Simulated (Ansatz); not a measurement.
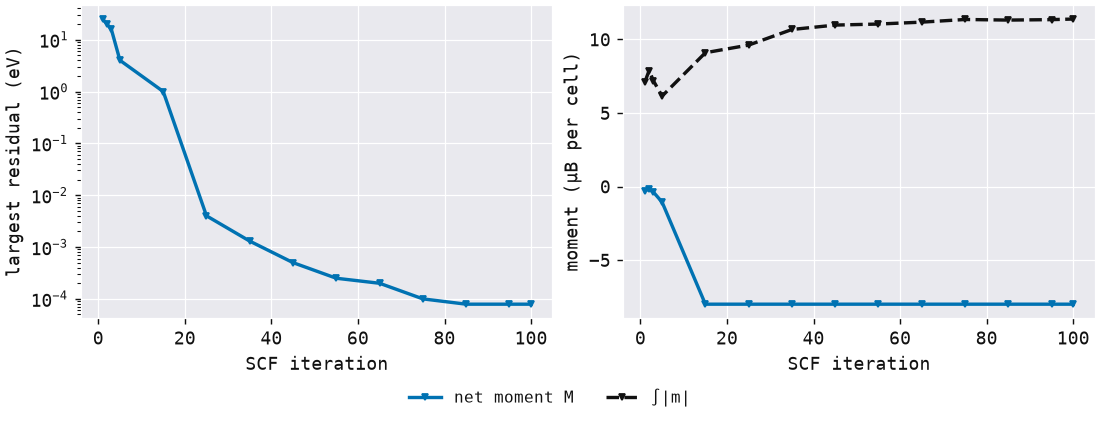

Plot: SCF iterations of a calculation: largest residual, magnetic moments. The run: CuO (P1, 64 atoms in the cell), by Ansatz, DFT, r2SCAN, PAW (an earlier, harder data set), plane waves, scalar-relativistic; cutoff 1050 eV, 1×1×1 k-mesh, Gaussian smearing of 0.1 eV, collinear spins. Setting under test: default search for lower states. Only some iterations were kept.

The run gave up at step 100 without converging. The residual comes down slowly and unevenly, and has reached only 8 × 10⁻⁵ when the run stops. The residual starts near 20 and ends near 8 × 10⁻⁵ eV. The net moment goes from −0.3 to −8.0 μB per cell, though in an unconverged run this needn't be final.
